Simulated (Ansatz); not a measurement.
Consider CuAu3.

Input

```
crystal:
  lattice:
    - [4.0480488079, 0.0, 0.0]
    - [0.0, 4.0480488079, 0.0]
    - [0.0, 0.0, 4.0480488079]
  atoms:
    - { symbol: Cu, position: [0.0, 0.0, 0.0] }
    - { symbol: Au, position: [0.0, 0.5, 0.5] }
    - { symbol: Au, position: [0.5, 0.0, 0.5] }
    - { symbol: Au, position: [0.5, 0.5, 0.0] }
basis:
  ecutwfc: 420
kpoints:
  mp_grid: { grid: [6, 6, 6] }
  band_path:
    path:
      - [[0.0, 0.0, 0.0], [0.0, 0.5, 0.0], [0.5, 0.5, 0.0], [0.0, 0.0, 0.0], [0.5, 0.5, 0.5], [0.0, 0.5, 0.0]]
      - [[0.5, 0.5, 0.5], [0.5, 0.5, 0.0]]
    npoints: 4
hamiltonian:
  xc: hse06
scf:
  occupations: { method: gaussian, width: 0.1 }
output:
  forces: true
  stress: true
  eigenvalues: true
  populations: true
  dos: { projected: true, de: 0.02 }
  bader: false
  write_density: true
  write_potential: true
  elf: true
  volumetric_format: npy
```

Command:

```sh
ansatz run input.yaml --threads 2 --pin off --max-ram 5120MiB --backend cpu --events-out ev --progress --plain --runs-dir out
```

Below, planes, directions and counts refer to the conventional cell (a = 4.05 Å, b = 4.05 Å, c = 4.05 Å, α = 90.00°, β = 90.00°, γ = 90.00°).

Space group Pm-3m; computed pressure about −3 GPa in this cell; computed without spin polarisation.

Level of theory: Ansatz 0.2.0, DFT HSE06, scalar-relativistic, plane waves, PAW.

**What can the converged valence pseudo-density and electron localisation function tell about the bonding?**

Cu–Au (2.86 Å): ρ at the midpoint is about 0.22 e/Å³; the ELF is about 0.20 at the midpoint (no localised pair shows between them).
Au–Au (2.86 Å): the density is about 0.3 e/Å³ at the midpoint; the ELF is about 0.20 at the midpoint: no localised pair shows between them.

**Does the calculation make it a metal, or give it a gap?**

It is gapless in this calculation (a metal or semimetal).

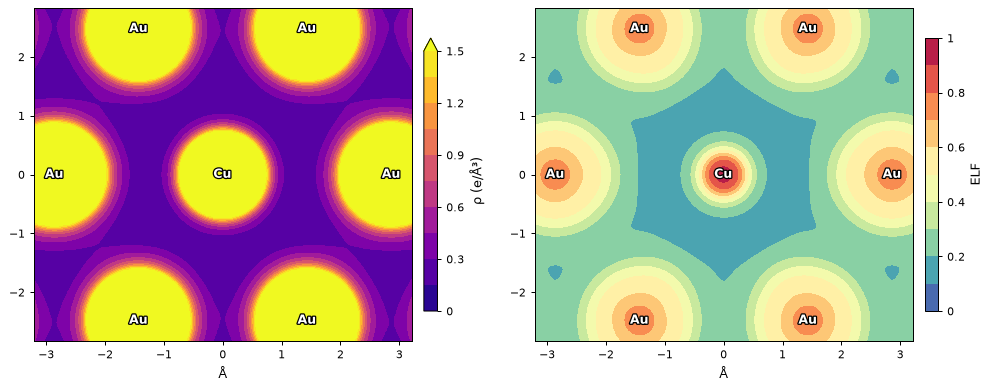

Computed valence pseudo-density and electron localisation function on the (111) plane of the conventional cell, in this order. 
